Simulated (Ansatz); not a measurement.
**NaCl (Fm-3m):I_Cl, thermodynamic levels from a 54-atom cell**

Charge states of I_Cl in NaCl (Fm-3m), set against the band edges. Model: a cell of 54 host atoms with 1 Cl taken out and 1 I put in.

Main program and level: Ansatz 0.2.0; place-levels on PBEsol runs: charge-transition levels and formation energies with image-charge correction and potential alignment at the atomic sites; PAW set soft_1.

## Step 1: Starting point

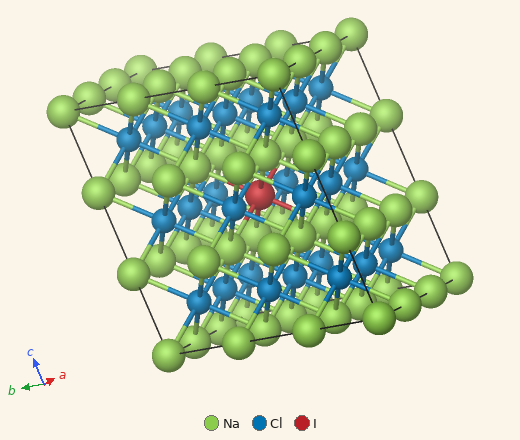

The cell as given, from a free direction (sodium green, chlorine blue, iodine red). Bonds to atoms that aren't drawn are left out. Some periodic images of atoms are drawn too.

The cell holds 54 atoms: 27 Na, 26 Cl and 1 I. Cell: a = 11.883 Å, b = 11.883 Å, c = 11.883 Å, α = 60.0°, β = 60.0°, γ = 60.0°. It derives from NaCl (space group Fm-3m). Nearest the centre at fractional (0.500, 0.500, 0.500): I28 at 0.00 Å, Na51 at 2.80 Å, Na47 at 2.80 Å, Na35 at 2.80 Å, Na45 at 2.80 Å, Na29 at 2.80 Å, Na33 at 2.80 Å, Cl10 at 3.96 Å.

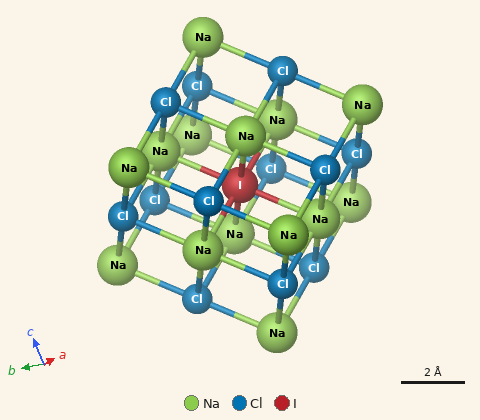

The atoms within 5 Å of the centre.

Structure file:

```xyz
54
Lattice="0.0000 8.4029 8.4029 8.4029 0.0000 8.4029 8.4029 8.4029 0.0000" Properties=species:S:1:pos:R:3 pbc="T T T"
Na    0.0000    0.0000    0.0000
Cl    2.8010    2.8010    2.8010
Na    2.8010    2.8010    0.0000
Cl    5.6019    5.6019    2.8010
Na    5.6019    5.6019    0.0000
Cl    8.4029    8.4029    2.8010
Na    2.8010    0.0000    2.8010
Cl    5.6019    2.8010    5.6019
Na    5.6019    2.8010    2.8010
Cl    8.4029    5.6019    5.6019
Na    8.4029    5.6019    2.8010
Cl   11.2038    8.4029    5.6019
Na    5.6019    0.0000    5.6019
Cl    8.4029    2.8010    8.4029
Na    8.4029    2.8010    5.6019
Cl   11.2038    5.6019    8.4029
Na   11.2038    5.6019    5.6019
Cl   14.0048    8.4029    8.4029
Na    0.0000    2.8010    2.8010
Cl    2.8010    5.6019    5.6019
Na    2.8010    5.6019    2.8010
Cl    5.6019    8.4029    5.6019
Na    5.6019    8.4029    2.8010
Cl    8.4029   11.2038    5.6019
Na    2.8010    2.8010    5.6019
Cl    5.6019    5.6019    8.4029
Na    5.6019    5.6019    5.6019
I     8.4029    8.4029    8.4029
Na    8.4029    8.4029    5.6019
Cl   11.2038   11.2038    8.4029
Na    5.6019    2.8010    8.4029
Cl    8.4029    5.6019   11.2038
Na    8.4029    5.6019    8.4029
Cl   11.2038    8.4029   11.2038
Na   11.2038    8.4029    8.4029
Cl   14.0048   11.2038   11.2038
Na    0.0000    5.6019    5.6019
Cl    2.8010    8.4029    8.4029
Na    2.8010    8.4029    5.6019
Cl    5.6019   11.2038    8.4029
Na    5.6019   11.2038    5.6019
Cl    8.4029   14.0048    8.4029
Na    2.8010    5.6019    8.4029
Cl    5.6019    8.4029   11.2038
Na    5.6019    8.4029    8.4029
Cl    8.4029   11.2038   11.2038
Na    8.4029   11.2038    8.4029
Cl   11.2038   14.0048   11.2038
Na    5.6019    5.6019   11.2038
Cl    8.4029    8.4029   14.0048
Na    8.4029    8.4029   11.2038
Cl   11.2038   11.2038   14.0048
Na   11.2038   11.2038   11.2038
Cl   14.0048   14.0048   14.0048
```

Screening for the image-charge correction: ε∞ = 2.56, ε0 = 6.02, from a response run on this crystal (DFPT, PBEsol) at that run's own cell.

The cell's shortest repeat is 11.9 Å.

## Step 2: Charge states

A transition level is the Fermi level at which two charge states cost the same, so each charge needs its own total energy, at its own relaxed structure.

Each atom starts 0.05 Å or so off its site in a random direction: a symmetric start keeps its symmetry, and would miss off-centre moves and Jahn–Teller distortions. Forces are taken at one point at (¼, ¼, ¼). The cell holds 1 electron more than the neutral one, with a uniform background that keeps it neutral on the whole. The electron count is odd, so at least one spin is unpaired; this run locks the moment at 1 μB.

The sampling was tested on the host first: at the k-points planned (1x1x1 shifted 0.25 0.25 0.25) its energy lies 0.005 eV an atom from the dense-mesh value, under the bound of 0.02 eV set for this test; that bounds the host's error, not the defect's.

One of the inputs; charge, spin and start change from state to state.

File qm1_M1.relax/input.yaml:

```yaml
crystal:
  lattice:
    - [0.0, 2.80096063, 2.80096063]
    - [2.80096063, 0.0, 2.80096063]
    - [2.80096063, 2.80096063, 0.0]
  atoms:
    - { symbol: Na, position: [0.0, 0.0, 0.0] }
    - { symbol: Cl, position: [0.5, 0.5, 0.5] }
  supercell: [3, 3, 3]
  defects: [{ substitution: { at: 27, symbol: I } }]
total_charge: -1
basis:
  ecutwfc: 420
  xc_grid: 2
hamiltonian:
  xc: pbesol
  pseudopotentials: { kind: paw, azcp: { folder: soft_1 }, xc_functional: pbe }
kpoints:
  mp_grid: { grid: [1, 1, 1], shift: [0.25, 0.25, 0.25] }
magnetization:
  spin_polarized: true
  initial_magnetization: 1
  spin_locking: { lock_magnetization: hard }
scf:
  occupations: { method: fixed }
  max_iter: 80
output:
  forces: true
  charged_corrections: { epsilon: 2.56, static_epsilon: 6.02 }
relax:
  f_tol: 0.02
  max_steps: 80
  random_displacement: { amplitude: 0.05, seed: 3086 }
checkpoint:
  write: "../qm1_M1.relax.run"
  compress: false
  write_wavefunctions: true
  write_every: 100000
```

Started as:

```
$ ansatz run input.yaml --threads 4 --pin off --max-ram 7536MiB --backend cpu --events-out ev --progress --plain --runs-dir out
```

The relaxed structure is kept and the sampling changed to a 2×2×2 shifted mesh.

The run of this state that the levels use, under PBEsol:

File qm1_M1.point/input.yaml:

```yaml
crystal:
  checkpoint: "../qm1_M1.relax.run"
  host: checkpoint
total_charge: -1
basis:
  ecutwfc: 420
  xc_grid: 2
hamiltonian:
  xc: pbesol
  pseudopotentials: { kind: paw, azcp: { folder: soft_1 }, xc_functional: pbe }
kpoints:
  mp_grid: { grid: [2, 2, 2], shift: [0.5, 0.5, 0.5] }
magnetization:
  spin_polarized: true
  initial_magnetization: 1
  spin_locking: { lock_magnetization: hard }
scf:
  occupations: { method: fermi_dirac, width: 0.01 }
  max_iter: 80
output:
  forces: true
  eigenvalues: true
  charged_corrections:
    epsilon: 2.56
    static_epsilon: 6.02
    defect_position: [0.5, 0.5, 0.5]
  eigenstates: { localisation: true }
  populations: true
  efg: {}
  band_densities: [{ bands: [v1, v1] }, { bands: [c1, c1] }]
  write_density: true
  write_potential: true
  volumetric_format: npy
checkpoint:
  read: "../qm1_M1.relax.run"
  write: "../qm1_M1.point.run"
  compress: false
  write_wavefunctions: false
  write_every: 100000
```

Relaxations under PBEsol at one point at (¼, ¼, ¼); times on 4 threads of Arm Neoverse V2, shared host:

| charge | moment (μB) | occupations | outcome | steps | largest displacement against the far atoms (Å) | time |
| --- | --- | --- | --- | --- | --- | --- |
| −1 | 1 | fixed | converged | 4 | 0.18 | 85 s |
| 0 | 0 | fixed | converged | 4 | 0.17 | 42 s |
| +1 | 1 | fixed | not converged | 2 | - | 3.6 min |
| +1 | 1 | fermi-dirac | converged | 7 | 0.26 | 4.5 min |

Single points under PBEsol at a 2×2×2 shifted mesh; times on 4 threads of Arm Neoverse V2, shared host:

| charge | moment (μB) | occupations | outcome | time |
| --- | --- | --- | --- | --- |
| −1 | 1 | fermi-dirac | converged | 3.1 min |
| 0 | 0 | fermi-dirac | converged | 74 s |
| +1 | 1 | fermi-dirac | converged | 3.1 min |

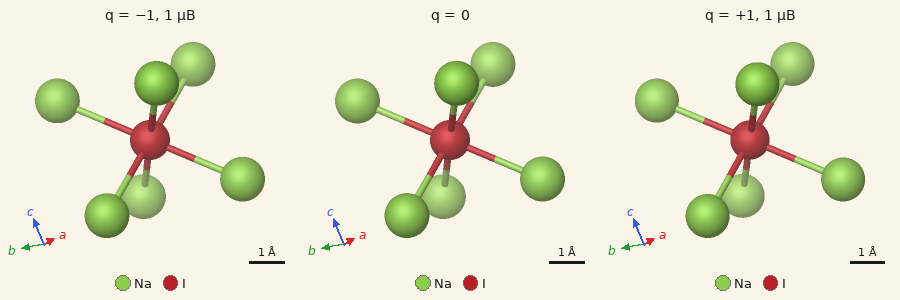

The structures near the centre after relaxation with PBEsol, by charge.

Distances (Å) from I28 to the nearest atoms after relaxation with PBEsol:

| charge | moment (μB) | 1. | 2. | 3. | 4. | 5. | 6. |
| --- | --- | --- | --- | --- | --- | --- | --- |
| −1 | 1 | Na 2.98 | Na 2.98 | Na 2.98 | Na 2.98 | Na 2.98 | Na 2.98 |
| 0 | 0 | Na 2.97 | Na 2.97 | Na 2.97 | Na 2.97 | Na 2.97 | Na 2.97 |
| +1 | 1 | Na 3.06 | Na 3.06 | Na 3.06 | Na 3.06 | Na 3.06 | Na 3.06 |

## Step 3: Levels against the band edges, PBEsol

A charged cell interacts with its images and the background, and its potential has another zero than the host's. place-levels removes the first by a point-charge model, screened by the static dielectric constant since the ions have relaxed around the charge, and the second by comparing potentials at atoms far from the defect.

The host is a run of the defect-free crystal in the same cutoffs, grids and k-points, so that basis and sampling errors cancel in part in the differences. Its band edges come from a run of the primitive cell that searches the zone for them. Chemical potentials are energies per atom of Cl (Cl2 molecule) and I (solid I2 (Cmce)), run with the same functional and cutoff.

File levels.point.yaml:

```yaml
host:
  run: host.point.run
  levels_from: { run: edges.point.run }
states: [qm1_M1.point.run, q0.point.run, qp1_M1.point.run]
geometry_from:
  qm1_M1.point.run: qm1_M1.relax.run
  q0.point.run: q0.relax.run
  qp1_M1.point.run: qp1_M1.relax_smeared.run
chemical_potentials:
  Cl:
    energy: -1060.712045
    dataset: "<sha256 of the dataset>"
  I:
    energy: -7432.38568
    dataset: "<sha256 of the dataset>"
epsilon: 2.56
static_epsilon: 6.02
vertical:
  - { from: qm1_M1.point.run, to: qm1_M1.point_neutral.run }
  - { from: qp1_M1.point.run, to: qp1_M1.point_neutral.run }
```

Started as:

```
$ ansatz place-levels levels.point.yaml -- --threads 4 --pin off --max-ram 7536MiB
```

Numbers of over 12 decimals in the logs are rounded to 6 here.

Log:

```text
[... repeated set-up lines and file paths are left out, and long positions are rounded to six places ...]
(+1/0) 0.057 eV above the valence edge, 4.956 eV under the conduction edge
(0/-1) 5.055 eV above the valence edge (+5.885 eV without the band-filling correction), in the conduction band
formation energy of charge +1: +1.504 eV with the Fermi level at the valence edge
formation energy of charge 0: +1.560 eV with the Fermi level at the valence edge
formation energy of charge -1: +6.616 eV with the Fermi level at the valence edge
vertical -1 to 0: no energy, since no alignment is typed
  the change from vertical[0].from (qm1_M1.point.run) to vertical[0].to (qm1_M1.point_neutral.run): by its potential at epsilon 2.56 it stands at 1.000 0.000 0.999, with an rms radius of about 6.5 Å (3.8 3.8 3.8 Å across the planes of the cell's vectors); [...]
vertical +1 to 0: no energy, since no alignment is typed
  the change from vertical[1].from (qp1_M1.point.run) to vertical[1].to (qp1_M1.point_neutral.run): by its potential at epsilon 2.56 it stands at 0.500 0.500 0.500, with an rms radius of about 3.0 Å (1.7 1.7 1.8 Å across the planes of the cell's vectors); [...]
  edges by pbesol of host.levels_from (edges.point.run), its mesh sampled to repeats of 35.65 Å (the valence edge +0.020 eV and the conduction edge -0.243 eV from those of the host's own run), gap 5.013 eV; the host is sampled to repeats of 23.77 Å
  the defect's cells are sampled to repeats of 23.77 Å, like sampling
  charge +1: -74959.0827 eV with its correction of +0.486 eV, at epsilon 6.02, aligned at sites: +0.1596 eV, mean over 21 atomic sites at or beyond 5.94 Å from the defect at [0.5000, 0.5000, 0.5000], with -0.000000 for the charge's moments and without [...]
  states[2] (qp1_M1.point.run): levels filled in part (TS 0.006 eV): its energy is of no whole electron's
  charge 0: +0.000 eV for its dipole among its images, +0.000 omitted
  charge -1: -74950.8547 eV with its correction of +0.016 eV, at epsilon 6.02, aligned at sites: +0.3107 eV, mean over 21 atomic sites at or beyond 5.94 Å from the defect at [0.5000, 0.5000, 0.5000], with +0.000000 for the charge's moments and without [...]
  of states[2] (qp1_M1.point.run): it parts from the run at its places by a charge that spreads by about 1.8 Å along one vector (1.7 Å or more is wide), by its potential at epsilon 2.56, taken for that of held ions (one typed too small widens it), where the [...]
  of states[1] (q0.point.run): its alignment with the host at atomic sites is doubtful: the cell is too small to show whether the defect's potential has decayed: take a larger one
  of states[0] (qm1_M1.point.run): it parts from the run at its places by a charge that spreads by about 3.8 Å along one vector (1.7 Å or more is wide), by its potential at epsilon 2.56, taken for that of held ions (one typed too small widens it), where the [...]
  of vertical[0].from (qm1_M1.point.run): its moments are held at its close (magnetization.spin_locking), by a field of 0.247 eV a Bohr magneton, and its energy and levels are of the state that this holds: a run that lets them go can end lower; [...]
  vertical[1].from (qp1_M1.point.run): levels filled in part (TS 0.006 eV): its energy is of no whole electron's
  of vertical[1].from (qp1_M1.point.run): it parts from the run at its places by a charge that spreads by about 1.8 Å along one vector (1.7 Å or more is wide), by its potential at epsilon 2.56, taken for that of held ions (one typed too small widens it), [...]
```

Elapsed: 0.31 s, on 4 threads of Arm Neoverse V2, shared host.

Levels between the charges placed, in eV above the valence top:

|  | gap (eV) | (+1/0) | (0/−1) |
| --- | --- | --- | --- |
| PBEsol | 5.01 | 0.06 | 5.06 |

Corrections by state:

| charge | moment (μB) | image terms and alignment (eV) | band filling (eV) | ε used | over the lowest of its charge, as the program ranks them, band filling apart (eV) |
| --- | --- | --- | --- | --- | --- |
| +1 | 1.0 | 0.486 | - | 6.02 | 0.000 |
| 0 | 0.0 | 0.000 | - | - | 0.000 |
| −1 | 1.0 | 0.016 | -0.830 | 6.02 | 0.000 |

The charged structures listed were also run neutral, and place-levels reads from each pair, by the potential or the spins, how wide the charge is by which they differ; that can be the carrier of either run.

| charge | rms radius (Å) | spread where it is widest against the cell (Å) | wide from (Å) | reading |
| --- | --- | --- | --- | --- |
| +1 | 3.0 | 1.78 | 1.68 | wide |
| −1 | 6.5 | 3.77 | 1.68 | wide |

The neutral runs of these pairs need not share the spin of the lowest neutral state, and very wide values only mean spread over the cell.

From the program's caveats on the states, each cut to its opening words:

- charge +1 (1 μB): it parts from the run at its places by a charge that spreads by about 1.8 Å along one vector (1.7 Å or more is wide), by its potential at epsilon 2.56, taken [...]
- charge +1 (1 μB), 0, −1 (1 μB): its alignment with the host at atomic sites is doubtful: the cell is too small to show whether the defect's potential has decayed: take a larger one
- charge −1 (1 μB): it parts from the run at its places by a charge that spreads by about 3.8 Å along one vector (1.7 Å or more is wide), by its potential at epsilon 2.56, taken [...]
- charge −1 (1 μB): a band-filling correction moves a carrier to the host's band edge, which changes its energy by -0.830 eV
- charge −1 (1 μB): its moments are held at its close (magnetization.spin_locking), by a field of 0.247 eV a Bohr magneton, and its energy and levels are of the state that this [...]

Formation energies (eV), elemental references (Δμ(Cl) = 0.00 eV, Δμ(I) = 0.00 eV):

| charge | Fermi level at the valence top | at the conduction bottom |
| --- | --- | --- |
| +1 | 1.50 | 6.52 |
| 0 | 1.56 | 1.56 |
| −1 | 6.62 | 1.60 |

## Step 4: What a wrong or other choice does

The levels are placed again with one choice changed, to see how much they rest on it.

levels.try0.yaml is levels.point.yaml with these lines changed:

```diff
-epsilon: 2.56
-static_epsilon: 6.02
+epsilon: 3.4
+static_epsilon: 8.01
```

Started as:

```
$ ansatz place-levels levels.try0.yaml -- --threads 4 --pin off --max-ram 7536MiB
```

Log:

```text
(+1/0) 0.111 eV above the valence edge, 4.902 eV under the conduction edge
[...]
formation energy of charge +1: +1.449 eV with the Fermi level at the valence edge
formation energy of charge 0: +1.560 eV with the Fermi level at the valence edge
formation energy of charge -1: +6.616 eV with the Fermi level at the valence edge
vertical -1 to 0: no energy, since no alignment is typed
vertical +1 to 0: no energy, since no alignment is typed
[...]
[... the lines on each state left out ...]
```

The change: dielectric constants a third too high.

Levels in eV above the valence top; the changed ones are not the defect's:

|  | gap (eV) | (+1/0) | (0/−1) |
| --- | --- | --- | --- |
| changed | 5.01 | 0.11 | 5.06 |
| as set up | 5.01 | 0.06 | 5.06 |

The largest shift is 0.05 eV, band-filling terms included.

## Step 5: Summary of results

* gap of the host: 5.01 eV (PBEsol)
* level (plus 1/0): 0.06 eV above the valence top
* level (0/minus 1): 5.06 eV above the valence top, past the conduction bottom (5.88 eV above the valence top without the band-filling term)
* lowest of the charges placed, just above the valence top (0.02 eV): +1
* lowest of the charges placed, just below the conduction bottom (0.02 eV): 0
* lowest formation energy at mid-gap of the charges run, elemental references: 1.56 eV

Of the charges placed (−1, 0 and +1), the lowest changes at 0.06 eV (+1/0) above the valence top, in a gap of 5.01 eV. (+1/0) lies nearer to a band edge than the share of the finite-size correction in it (0.49 eV), and that correction holds for a localised charge alone. (+1/0) lies 0.06 eV from a band edge, less than the doubt on such levels. Charges above +1 were not placed, so these runs say nothing of levels that involve them. States placed: +1 at 1 μB; 0 at 0 μB; −1 at 1 μB. Other spin states or structures, where not listed, weren't placed. The program finds carriers beyond a band edge of the host and adds a band-filling term at charge −1 (-0.83 eV); steps to such a charge show no bound level, and a defect level inside a band would be read the same way. I is taken at its element; compounds, which aren't counted here, bound the chemical potentials and would shift these formation energies. The program doubts the alignment of potentials for at least one state, a sign that the cell is small. Keep in mind: PBEsol makes the gap too small and tends to spread out bound carriers; where a gas molecule sets a chemical potential or the host's formation energy, its binding is uncorrected; spin–orbit coupling, which can matter with heavy atoms, is left out.

[Logs are printed without paths, hosts, clocks, repeated set-up lines and the standing remarks that a program may print on its own settings, such as how far it seeks lower states.]

[Hosts, paths, dates, database ids (printed as entryN), source tags and the programs' standing remarks are cut or masked in the printed files.]

[Where a table of states has a column of steps, it counts the stored structures, which are thinned; the runs took as many ionic steps or more.]

[A defect's name tells the site on which it was built; relaxed atoms can leave that site.]

[For some hosts the program warned that the k-mesh of the response run may be too coarse for force constants and the static dielectric constant; such warnings are not shown here.]
